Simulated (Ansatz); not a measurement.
```
Ta N
1.0
    -2.93615    0.00000    0.00000
    -1.46808   -2.54278    0.00000
     0.00000    0.00000    8.65386
Ta N
3 3
Direct
  0.33333 0.33333 0.16667
  0.33333 0.33333 0.50000
  0.33333 0.33333 0.83333
  0.00000 0.00000 0.00000
  0.00000 0.00000 0.33333
  0.00000 0.00000 0.66667
```

Space group P-6m2.

Method: Ansatz 0.2.0, DFT r2SCAN, scalar-relativistic, plane waves, PAW.

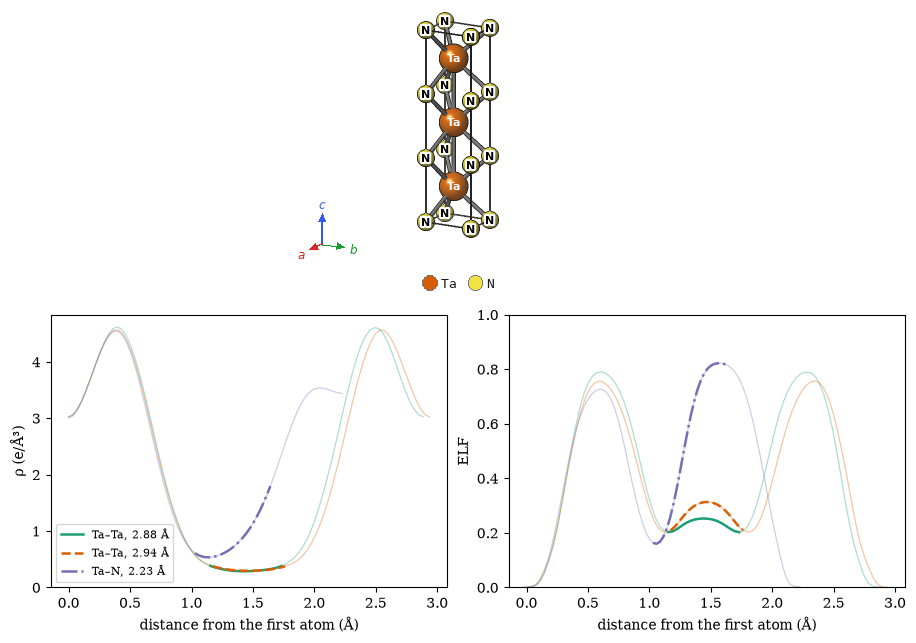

TaN. Valence pseudo-density and electron localisation function along straight lines between neighbouring atoms. Thin, pale parts lie inside the atomic spheres. The structure is drawn too.

The density is the valence pseudo-density of a PAW calculation; it isn't the true density close to the nuclei.

What can be read from the curves?

Ta–Ta (2.88 Å): the density is about 0.29 e/Å³ at the midpoint; the ELF is about 0.25 at the midpoint: no localised pair shows between them.
Ta–Ta (2.94 Å): ρ is about 0.3 e/Å³ halfway; the ELF is about 0.30 at the midpoint.
Ta–N (2.23 Å): ρ is about 0.54 e/Å³ halfway; the ELF peaks at about 0.80 in the valence shell of N, 0.7 Å from its nucleus, and is about 0.20 at the midpoint (no shared electron pair shows on this line).
